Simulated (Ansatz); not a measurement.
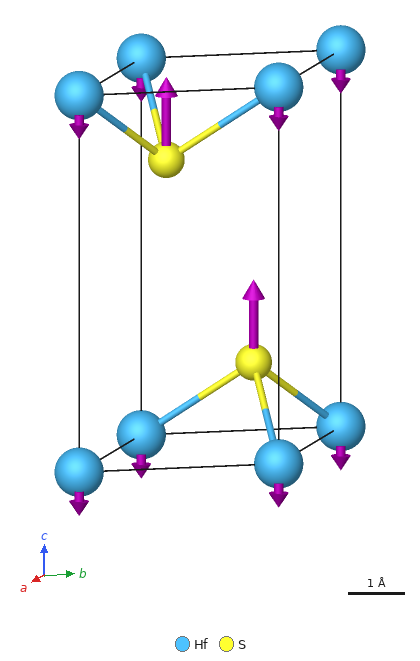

One vibrational mode of solid HfS$_{2}$ at the zone centre. The purple arrows give the relative displacements of the atoms. A ball-and-stick model of the cell of the calculation, seen slightly off an axis.

Level of theory: Ansatz 0.2.0, DFT PBE, scalar-relativistic, plane waves, PAW. (plane-wave cutoff 420 eV; k-point mesh 12 × 12 × 6; occupations fixed; no spin polarisation)

Frequencies are those without the non-analytic (LO–TO) term.

> What mode is this, and where does it lie in the spectrum?

This is the A₂u mode at 37.4 meV, optical level 3 of 4, counted from below, infrared-active by symmetry. The S sublattice moves against the Hf sublattice, along c; the kinetic energy is shared as S 74 %, Hf 26 %. Its infrared intensity is 0.84 (D/Å)²/amu.

Limits of the set-up: layers or molecules are held without a dispersion correction, so their spacing is unreliable.
